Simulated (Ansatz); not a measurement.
Run report: B₂₄N₂₅ (charge −1), geometry relaxation (part 1 of 3)

System: B₂₄N₂₅ (defect cell, 49 atoms in the cell, total charge −1).
Method: DFT PBE, scalar-relativistic, plane waves, PAW, no spin polarisation (Ansatz 0.2.0).

The structure derives from a Materials Project entry. It belongs to a series of runs on one base structure; here: N interstitial, charge -1, atoms relaxed at the host's cell.

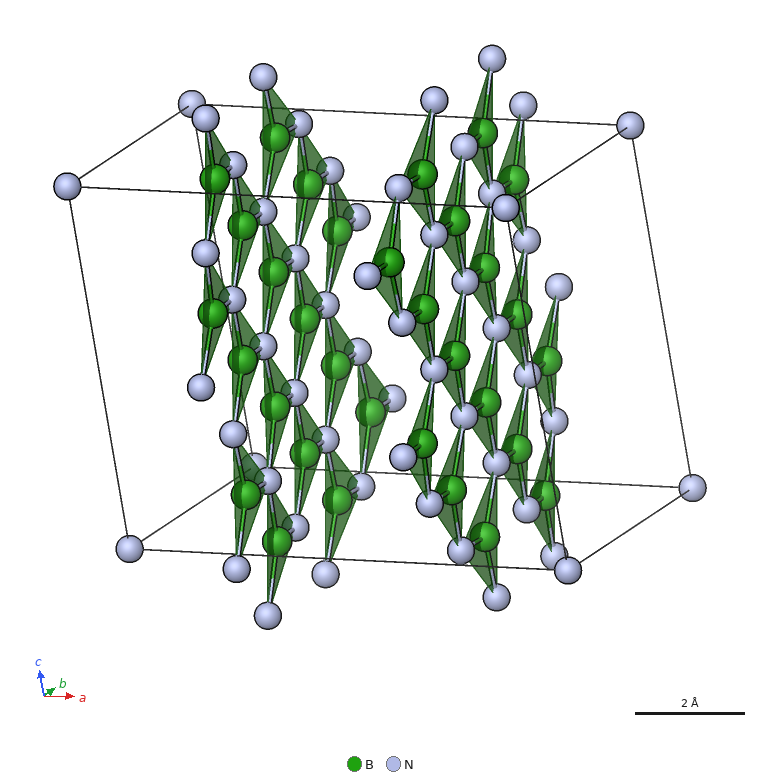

Figure 1. The input geometry (polyhedral view of the cell of the calculation, seen slightly off an axis; polyhedra are completed across the faces of the cell).

## The input
```yaml
crystal:
  lattice:
    - [0.0, 0.0, 8.3431560662]
    - [7.5365434625, -4.3512253968, 0.0]
    - [0.0, 8.7024507937, 0.0]
  atoms:
    - { symbol: B, position: [0.2891039268, 0.0, 0.1667539436] }
    - { symbol: B, position: [0.2815529457, 0.4999575242, 0.1666665723] }
    - { symbol: B, position: [0.2844739646, 0.3334872602, 0.3334872602] }
    - { symbol: B, position: [0.2815529457, 0.1666665723, 0.4999575242] }
    - { symbol: B, position: [0.2844739646, 0.0, 0.6665127398] }
    - { symbol: B, position: [0.2815529457, 0.8333334277, 0.3332909519] }
    - { symbol: B, position: [0.2815529457, 0.6667090481, 0.5000424758] }
    - { symbol: B, position: [0.2815529457, 0.5000424758, 0.6667090481] }
    - { symbol: B, position: [0.2815529457, 0.3332909519, 0.8333334277] }
    - { symbol: B, position: [0.2891039268, 0.1667539436, 0.0] }
    - { symbol: B, position: [0.2891039268, 0.8332460564, 0.8332460564] }
    - { symbol: B, position: [0.2844739646, 0.6665127398, 0.0] }
    - { symbol: B, position: [0.7108960732, 0.1667539436, 0.1667539436] }
    - { symbol: B, position: [0.7184470543, 0.6667090481, 0.1666665723] }
    - { symbol: B, position: [0.7184470543, 0.4999575242, 0.3332909519] }
    - { symbol: B, position: [0.7184470543, 0.3332909519, 0.4999575242] }
    - { symbol: B, position: [0.7184470543, 0.1666665723, 0.6667090481] }
    - { symbol: B, position: [0.7155260354, 0.0, 0.3334872602] }
    - { symbol: B, position: [0.7184470543, 0.8333334277, 0.5000424758] }
    - { symbol: B, position: [0.7155260354, 0.6665127398, 0.6665127398] }
    - { symbol: B, position: [0.7184470543, 0.5000424758, 0.8333334277] }
    - { symbol: B, position: [0.7155260354, 0.3334872602, 0.0] }
    - { symbol: B, position: [0.7108960732, 0.0, 0.8332460564] }
    - { symbol: B, position: [0.7108960732, 0.8332460564, 1.0] }
    - { symbol: "N", position: [0.708449724, 0.0, 0.1669456878] }
    - { symbol: "N", position: [0.7187809862, 0.5000376468, 0.166655679] }
    - { symbol: "N", position: [0.7165097574, 0.3332909413, 0.3332909413] }
    - { symbol: "N", position: [0.7187809862, 0.166655679, 0.5000376468] }
    - { symbol: "N", position: [0.7165097574, 0.0, 0.6667090587] }
    - { symbol: "N", position: [0.7187809862, 0.833344321, 0.3333819678] }
    - { symbol: "N", position: [0.7187809862, 0.6666180322, 0.4999623532] }
    - { symbol: "N", position: [0.7187809862, 0.4999623532, 0.6666180322] }
    - { symbol: "N", position: [0.7187809862, 0.3333819678, 0.833344321] }
    - { symbol: "N", position: [0.708449724, 0.1669456878, 0.0] }
    - { symbol: "N", position: [0.708449724, 0.8330543122, 0.8330543122] }
    - { symbol: "N", position: [0.7165097574, 0.6667090587, 0.0] }
    - { symbol: "N", position: [0.291550276, 0.1669456878, 0.1669456878] }
    - { symbol: "N", position: [0.2812190138, 0.6666180322, 0.166655679] }
    - { symbol: "N", position: [0.2812190138, 0.5000376468, 0.3333819678] }
    - { symbol: "N", position: [0.2812190138, 0.3333819678, 0.5000376468] }
    - { symbol: "N", position: [0.2812190138, 0.166655679, 0.6666180322] }
    - { symbol: "N", position: [0.2834902426, 0.0, 0.3332909413] }
    - { symbol: "N", position: [0.2812190138, 0.833344321, 0.4999623532] }
    - { symbol: "N", position: [0.2834902426, 0.6667090587, 0.6667090587] }
    - { symbol: "N", position: [0.2812190138, 0.4999623532, 0.833344321] }
    - { symbol: "N", position: [0.2834902426, 0.3332909413, 0.0] }
    - { symbol: "N", position: [0.291550276, 0.0, 0.8330543122] }
    - { symbol: "N", position: [0.291550276, 0.8330543122, 1.0] }
    - { symbol: "N", position: [0.0, 0.0, 0.0] }
  host:
    lattice:
      - [2.5121811542, 0.0, 0.0]
      - [-1.2560905771, 2.1756126984, 0.0]
      - [0.0, 0.0, 8.3431560662]
    atoms:
      - { symbol: B, position: [0.3333333333, 0.6666666667, 0.25] }
      - { symbol: B, position: [0.6666666667, 0.3333333333, 0.75] }
      - { symbol: "N", position: [0.3333333333, 0.6666666667, 0.75] }
      - { symbol: "N", position: [0.6666666667, 0.3333333333, 0.25] }
total_charge: -1
basis:
  ecutwfc: 420
  xc_grid: 2
kpoints:
  mp_grid: { grid: [2, 2, 2], shift: [0.0, 0.0, 0.0] }
hamiltonian:
  xc: pbe
scf:
  occupations: { method: gaussian, width: 0.01 }
output:
  forces: true
  stress: false
  eigenvalues: true
  charged_corrections:
    defect_position: [0.0, 0.0, 0.0]
    epsilon: [[5.4678, 0.0, 0.0], [0.0, 5.4678, 0.0], [0.0, 0.0, 2.1413]]
  write_density: true
  write_potential: true
  elf: true
  volumetric_format: npy
relax:
  adjacent_minimum: "off"
  f_tol: 0.025
  max_steps: 45
```

Machine: 4 threads of Arm Neoverse V1, 24 GiB of memory available, shared host.

Launched with:
```bash
ansatz run input.yaml --threads 4 --pin off --max-ram 6144MiB --backend cpu --events-out ev --progress --plain --runs-dir out
```

## Output
```
Engine: ansatz 0.2.0, aarch64-unknown-linux-gnu
Pseudopotentials: kind: paw
Pseudopotential: B, paw, valence charge 3, recommended cutoff 420 eV (normal), B.paw.azcp
Pseudopotential: N, paw, valence charge 5, recommended cutoff 420 eV (normal), N.paw.azcp
Functional definition: PBE
  parameter kappa = 0.804
  parameter beta = 0.06672455060314922
  exchange = pbe_x(kappa = kappa, mu = beta*pi^2/3)
  correlation = pbe_c(beta = beta)
Crystal: 49 atoms, lattice volume = 547.198 Å³
Basis set: ecut = 420 eV, 10701 PW (Γ), exchange–correlation on 120×120×120 points (8 copies of the dense FFT grid, shifted against one another)
Bands: 148, of which v1, the nominal top of the filled ones, is band 99 counted from 1 (98 counted from 0)
Symmetry: 12 space group operations
Space group: P-31m (ITA 162), of the structure as read, at distance tolerance 8.2e-5 Å
k-points: 4 of 8
Non-local potential: B, projectors of the file, l = 0: 2, l = 1: 2, l = 2: 1
Non-local potential: N, projectors of the file, l = 0: 2, l = 1: 2, l = 2: 1
PAW form: soft (Blöchl's): semilocal exchange-correlation on the pseudo side does not see the compensation charge
PAW one-centre angular grid: B, 110 points (default); XC on 64 Gauss nodes
PAW one-centre angular grid: N, 110 points (default); XC on 64 Gauss nodes
Initial density: superposition of atomic densities (neutral atoms scaled as one to the charged cell's electrons: chi_scale 0, normalization atom), corrected by the library's trained network
Initial wavefunctions: pseudopotential atomic-orbital guess
Functional: x = pbe(κ = 0.804, μ = 0.2195149727645171), c = pbe(β = 0.06672455060314922)
SCF iter   1: F=—  HF=-13390.410050 eV  |F-HF|=—  |Δ(HF+E_count)|=         —  Δρ=1.73e-2  dr2=2.49e0  ethr=1.77e-3  ⟨swp⟩=6.5  Hψ=2802  notcnv=0  defer=81
preconditioner: auto → LDOS  [insulator: Δε(μ)=0.029 eV  Ē_g=15.037 eV  σ=0.010 eV  W_gap=0.67  n_scr=108 (ndim 8)  ℏωp=22.3 eV  f_vac=0.181  D(μ)=38.67/eV (n_scr^D=404)  ε∞_Penn≈3.2  β→1.0]
SCF iter   2: F=—  HF=-13390.444263 eV  |F-HF|=—  |Δ(HF+E_count)|=   3.42e-2  Δρ=3.32e-2  dr2=3.69e0  ethr=1.26e-3  ⟨swp⟩=2.2  Hψ=1017  notcnv=0  defer=164
SCF iter   3: F=—  HF=-13390.164634 eV  |F-HF|=—  |Δ(HF+E_count)|=   2.80e-1  Δρ=1.25e-2  dr2=1.49e0  ethr=1.26e-3  ⟨swp⟩=2.0  Hψ=438  notcnv=0  defer=164
SCF iter   4: F=—  HF=-13390.078373 eV  |F-HF|=—  |Δ(HF+E_count)|=   8.63e-2  Δρ=1.23e-2  dr2=1.23e0  ethr=7.53e-4  ⟨swp⟩=1.8  Hψ=703  notcnv=0  defer=161
SCF iter   5: F=—  HF=-13389.942235 eV  |F-HF|=—  |Δ(HF+E_count)|=   1.36e-1  Δρ=9.17e-3  dr2=6.73e-1  ethr=6.20e-4  ⟨swp⟩=2.0  Hψ=471  notcnv=0  defer=161
SCF iter   6: F=—  HF=-13389.865016 eV  |F-HF|=—  |Δ(HF+E_count)|=   7.72e-2  Δρ=7.68e-3  dr2=3.11e-1  ethr=3.40e-4  ⟨swp⟩=2.0  Hψ=699  notcnv=0  defer=163
SCF iter   7: F=—  HF=-13389.831454 eV  |F-HF|=—  |Δ(HF+E_count)|=   3.36e-2  Δρ=4.49e-3  dr2=5.67e-2  ethr=1.57e-4  ⟨swp⟩=2.2  Hψ=749  notcnv=0  defer=164
SCF iter   8: F=—  HF=-13389.841969 eV  |F-HF|=—  |Δ(HF+E_count)|=   1.05e-2  Δρ=2.80e-3  dr2=1.98e-2  ethr=2.86e-5  ⟨swp⟩=2.0  Hψ=724  notcnv=0  defer=164
SCF iter   9: F=—  HF=-13389.847163 eV  |F-HF|=—  |Δ(HF+E_count)|=   5.19e-3  Δρ=2.72e-3  dr2=1.61e-2  ethr=9.98e-6  ⟨swp⟩=2.0  Hψ=602  notcnv=0  defer=164
SCF iter  10: F=—  HF=-13389.847882 eV  |F-HF|=—  |Δ(HF+E_count)|=   7.18e-4  Δρ=1.05e-3  dr2=2.96e-3  ethr=8.12e-6  ⟨swp⟩=2.0  Hψ=439  notcnv=0  defer=164
SCF iter  11: F=—  HF=-13389.849461 eV  |F-HF|=—  |Δ(HF+E_count)|=   1.58e-3  Δρ=3.47e-4  dr2=6.59e-4  ethr=1.49e-6  ⟨swp⟩=2.0  Hψ=466  notcnv=0  defer=164
SCF iter  12: F=—  HF=-13389.850237 eV  |F-HF|=—  |Δ(HF+E_count)|=   7.76e-4  Δρ=2.15e-4  dr2=2.30e-4  ethr=3.33e-7  ⟨swp⟩=2.0  Hψ=756  notcnv=0  defer=164
SCF iter  13: F=—  HF=-13389.850410 eV  |F-HF|=—  |Δ(HF+E_count)|=   1.73e-4  Δρ=1.35e-4  dr2=5.67e-5  ethr=1.16e-7  ⟨swp⟩=2.0  Hψ=755  notcnv=0  defer=164
SCF iter  14: F=-13389.850477 eV  HF=-13389.850470 eV  |F-HF|=7.11e-6  |Δ(HF+E_count)|=   6.03e-5  Δρ=7.73e-5  dr2=1.43e-5  ethr=7.89e-9  ⟨swp⟩=28.2  Hψ=6928  notcnv=0
SCF 1 converged in 14 iterations: F = -13389.850477 eV  dr2 = 1.43e-5
  greatest PAW one-centre occupation: 0.836 electrons in one spin orbital (limit 2), on the N atom at site 48 (counted from 0), in its partial waves of l = 0
relax step   1: F+E_penalty+E_count = -13389.85047748 eV  Δ(F+E_penalty+E_count) = +0.000e0 eV  max|allowed force component| = 7.165e-1 eV/Å  Δτ_max = 0.0000 Å  (14 SCF iters, dr2 threshold 1.56e-5 eV, accepted)
Initial density: handed on by an earlier stage of this run
Initial wavefunctions: those handed on with the density
iter 1 solved again at ethr=3.73e-4 eV; its pass at ethr=3.10e-3 eV (dr2=7.38e-1 eV) is discarded
SCF iter   1: F=—  HF=-13390.184807 eV  |F-HF|=—  |Δ(HF+E_count)|=         —  Δρ=1.27e-2  dr2=7.39e-1  ethr=3.73e-4  ⟨swp⟩=1.0  Hψ=2086  notcnv=0  defer=170
preconditioner: auto → LDOS  [insulator: Δε(μ)=0.030 eV  Ē_g=15.110 eV  σ=0.010 eV  W_gap=0.83  n_scr=108 (ndim 8)  ℏωp=22.3 eV  f_vac=0.184  D(μ)=53.09/eV (n_scr^D=676)  ε∞_Penn≈3.2  β→1.0]
SCF iter   2: F=—  HF=-13390.223516 eV  |F-HF|=—  |Δ(HF+E_count)|=   3.87e-2  Δρ=1.34e-2  dr2=9.20e-1  ethr=3.73e-4  ⟨swp⟩=3.0  Hψ=911  notcnv=0  defer=170
SCF iter   3: F=—  HF=-13390.065656 eV  |F-HF|=—  |Δ(HF+E_count)|=   1.58e-1  Δρ=1.48e-2  dr2=4.63e-1  ethr=3.73e-4  ⟨swp⟩=2.8  Hψ=830  notcnv=0  defer=170
SCF iter   4: F=—  HF=-13390.040489 eV  |F-HF|=—  |Δ(HF+E_count)|=   2.52e-2  Δρ=5.12e-3  dr2=9.00e-2  ethr=2.34e-4  ⟨swp⟩=1.2  Hψ=617  notcnv=0  defer=170
SCF iter   5: F=—  HF=-13390.036411 eV  |F-HF|=—  |Δ(HF+E_count)|=   4.08e-3  Δρ=2.08e-3  dr2=4.19e-2  ethr=4.54e-5  ⟨swp⟩=2.0  Hψ=426  notcnv=0  defer=170
SCF iter   6: F=—  HF=-13390.034740 eV  |F-HF|=—  |Δ(HF+E_count)|=   1.67e-3  Δρ=3.28e-3  dr2=4.10e-2  ethr=2.12e-5  ⟨swp⟩=1.8  Hψ=428  notcnv=0  defer=170
SCF iter   7: F=—  HF=-13390.031462 eV  |F-HF|=—  |Δ(HF+E_count)|=   3.28e-3  Δρ=1.45e-3  dr2=1.29e-2  ethr=2.07e-5  ⟨swp⟩=2.0  Hψ=503  notcnv=0  defer=170
SCF iter   8: F=—  HF=-13390.030575 eV  |F-HF|=—  |Δ(HF+E_count)|=   8.87e-4  Δρ=2.35e-3  dr2=1.25e-2  ethr=6.51e-6  ⟨swp⟩=2.0  Hψ=451  notcnv=0  defer=170
SCF iter   9: F=—  HF=-13390.030231 eV  |F-HF|=—  |Δ(HF+E_count)|=   3.44e-4  Δρ=2.16e-3  dr2=9.19e-3  ethr=6.31e-6  ⟨swp⟩=2.0  Hψ=573  notcnv=0  defer=170
SCF iter  10: F=—  HF=-13390.029907 eV  |F-HF|=—  |Δ(HF+E_count)|=   3.24e-4  Δρ=1.34e-4  dr2=1.33e-4  ethr=4.64e-6  ⟨swp⟩=1.0  Hψ=482  notcnv=0  defer=170
SCF iter  11: F=—  HF=-13390.029914 eV  |F-HF|=—  |Δ(HF+E_count)|=   7.30e-6  Δρ=4.61e-4  dr2=4.59e-4  ethr=6.73e-8  ⟨swp⟩=2.0  Hψ=531  notcnv=0  defer=170
SCF iter  12: F=—  HF=-13390.029895 eV  |F-HF|=—  |Δ(HF+E_count)|=   1.94e-5  Δρ=2.15e-4  dr2=1.20e-4  ethr=6.73e-8  ⟨swp⟩=2.0  Hψ=429  notcnv=0  defer=170
SCF iter  13: F=-13390.029893 eV  HF=-13390.029895 eV  |F-HF|=2.49e-6  |Δ(HF+E_count)|=   4.55e-7  Δρ=7.75e-5  dr2=2.21e-5  ethr=1.62e-8  ⟨swp⟩=20.2  Hψ=5575  notcnv=0
SCF 2 converged in 13 iterations: F = -13390.029893 eV  dr2 = 2.21e-5
relax step   2: F+E_penalty+E_count = -13390.02989264 eV  Δ(F+E_penalty+E_count) = -1.794e-1 eV  max|allowed force component| = 3.187e-1 eV/Å  Δτ_max = 0.1155 Å  (13 SCF iters, dr2 threshold 3.21e-5 eV, accepted)
iter 1 solved again at ethr=7.75e-4 eV; its pass at ethr=3.10e-3 eV (dr2=1.53e0 eV) is discarded
SCF iter   1: F=—  HF=-13390.454249 eV  |F-HF|=—  |Δ(HF+E_count)|=         —  Δρ=1.69e-2  dr2=1.54e0  ethr=7.75e-4  ⟨swp⟩=1.0  Hψ=2169  notcnv=0  defer=166
preconditioner: auto → LDOS  [metal: Δε(μ)=0.002 eV  Ē_g=15.109 eV  σ=0.010 eV  W_gap=0.10  n_scr=108 (ndim 8)  ℏωp=22.3 eV  f_vac=0.199  D(μ)=60.89/eV (n_scr^D=850)  β→1.0]
SCF iter   2: F=—  HF=-13390.430054 eV  |F-HF|=—  |Δ(HF+E_count)|=   2.42e-2  Δρ=1.29e-2  dr2=1.37e0  ethr=7.75e-4  ⟨swp⟩=3.2  Hψ=875  notcnv=0  defer=166
SCF iter   3: F=—  HF=-13390.089128 eV  |F-HF|=—  |Δ(HF+E_count)|=   3.41e-1  Δρ=1.23e-2  dr2=2.95e-1  ethr=6.90e-4  ⟨swp⟩=3.0  Hψ=761  notcnv=0  defer=166
SCF iter   4: F=—  HF=-13390.073420 eV  |F-HF|=—  |Δ(HF+E_count)|=   1.57e-2  Δρ=6.01e-3  dr2=7.18e-2  ethr=1.49e-4  ⟨swp⟩=2.0  Hψ=865  notcnv=0  defer=167
SCF iter   5: F=—  HF=-13390.069857 eV  |F-HF|=—  |Δ(HF+E_count)|=   3.56e-3  Δρ=3.52e-3  dr2=2.64e-2  ethr=3.63e-5  ⟨swp⟩=1.8  Hψ=434  notcnv=0  defer=167
SCF iter   6: F=—  HF=-13390.068688 eV  |F-HF|=—  |Δ(HF+E_count)|=   1.17e-3  Δρ=7.18e-4  dr2=3.57e-3  ethr=1.34e-5  ⟨swp⟩=2.0  Hψ=444  notcnv=0  defer=167
SCF iter   7: F=—  HF=-13390.069285 eV  |F-HF|=—  |Δ(HF+E_count)|=   5.97e-4  Δρ=8.94e-4  dr2=3.64e-3  ethr=1.81e-6  ⟨swp⟩=1.5  Hψ=471  notcnv=0  defer=167
SCF iter   8: F=—  HF=-13390.069367 eV  |F-HF|=—  |Δ(HF+E_count)|=   8.17e-5  Δρ=1.99e-3  dr2=8.64e-3  ethr=1.81e-6  ⟨swp⟩=2.0  Hψ=737  notcnv=0  defer=167  recentre
SCF iter   9: F=—  HF=-13390.069031 eV  |F-HF|=—  |Δ(HF+E_count)|=   3.35e-4  Δρ=4.38e-4  dr2=1.52e-3  ethr=1.81e-6  ⟨swp⟩=1.8  Hψ=428  notcnv=0  defer=167
SCF iter  10: F=—  HF=-13390.068958 eV  |F-HF|=—  |Δ(HF+E_count)|=   7.34e-5  Δρ=1.13e-3  dr2=2.82e-3  ethr=7.66e-7  ⟨swp⟩=2.0  Hψ=581  notcnv=0  defer=167
SCF iter  11: F=—  HF=-13390.068833 eV  |F-HF|=—  |Δ(HF+E_count)|=   1.25e-4  Δρ=5.54e-4  dr2=7.73e-4  ethr=7.66e-7  ⟨swp⟩=1.8  Hψ=431  notcnv=0  defer=167
SCF iter  12: F=—  HF=-13390.068773 eV  |F-HF|=—  |Δ(HF+E_count)|=   6.01e-5  Δρ=1.57e-4  dr2=1.14e-4  ethr=3.91e-7  ⟨swp⟩=2.0  Hψ=434  notcnv=0  defer=167
SCF iter  13: F=—  HF=-13390.068782 eV  |F-HF|=—  |Δ(HF+E_count)|=   9.41e-6  Δρ=1.24e-4  dr2=4.33e-5  ethr=5.74e-8  ⟨swp⟩=2.0  Hψ=728  notcnv=0  defer=167
SCF iter  14: F=—  HF=-13390.068790 eV  |F-HF|=—  |Δ(HF+E_count)|=   7.87e-6  Δρ=5.07e-5  dr2=9.65e-6  ethr=2.19e-8  ⟨swp⟩=2.0  Hψ=581  notcnv=0  defer=167
SCF iter  15: F=—  HF=-13390.068796 eV  |F-HF|=—  |Δ(HF+E_count)|=   5.40e-6  Δρ=5.55e-5  dr2=7.70e-6  ethr=3.21e-9  ⟨swp⟩=21.2  Hψ=5482  notcnv=0
SCF iter  16: F=-13390.068796 eV  HF=-13390.068796 eV  |F-HF|=1.56e-8  |Δ(HF+E_count)|=   8.01e-7  Δρ=9.25e-6  dr2=7.37e-7  ethr=3.21e-9  ⟨swp⟩=10.0  Hψ=3817  notcnv=0
SCF 3 converged in 16 iterations: F = -13390.068796 eV  dr2 = 7.37e-7
  greatest PAW one-centre occupation: 0.837 electrons in one spin orbital (limit 2), on the N atom at site 48 (counted from 0), in its partial waves of l = 0
relax step   3: F+E_penalty+E_count = -13390.06879643 eV  Δ(F+E_penalty+E_count) = -3.890e-2 eV  max|allowed force component| = 1.066e-1 eV/Å  Δτ_max = 0.0793 Å  (16 SCF iters, dr2 threshold 6.35e-6 eV, accepted)
```
